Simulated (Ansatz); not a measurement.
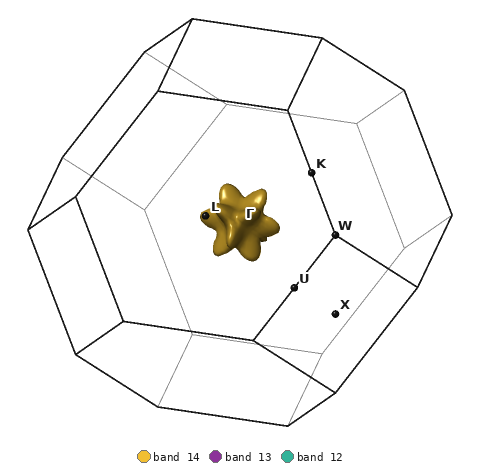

Constant-energy surfaces of GaAs (space group F-43m, No. 216), 0.10 eV below the valence-band maximum (one colour a band).

Level of theory: DFT PBEsol, scalar-relativistic, plane waves, PAW; levels and slopes on a dense k mesh at the converged density in Ansatz. No spin polarisation. Mesh 34×34×34, interpolated with the band slopes. Cell and positions as given, without relaxation.

Masses come from a second pass at points close to the extrema; at the energies drawn a band may no longer be parabolic.

Where are the valleys, how many are there, and what are their masses?

Answer. Band 14 forms the valence edge; band 13 meets it there and band 12 meets it there. Within this energy: one maximum at Γ, three bands meeting there, with masses of 0.027 and 0.34 mₑ among them, each the same along x, y and z.

Where one band's surface lies inside another's, the outer one hides all or part of it.

Spin-orbit coupling, left out here, can split bands that meet at an edge and change their masses.

The run (self-consistency and the dense mesh) took 27 s on 2 threads of AMD EPYC 7R43 64-Core Processor (Zen 3) (shared host), peak memory 0.75 GiB.
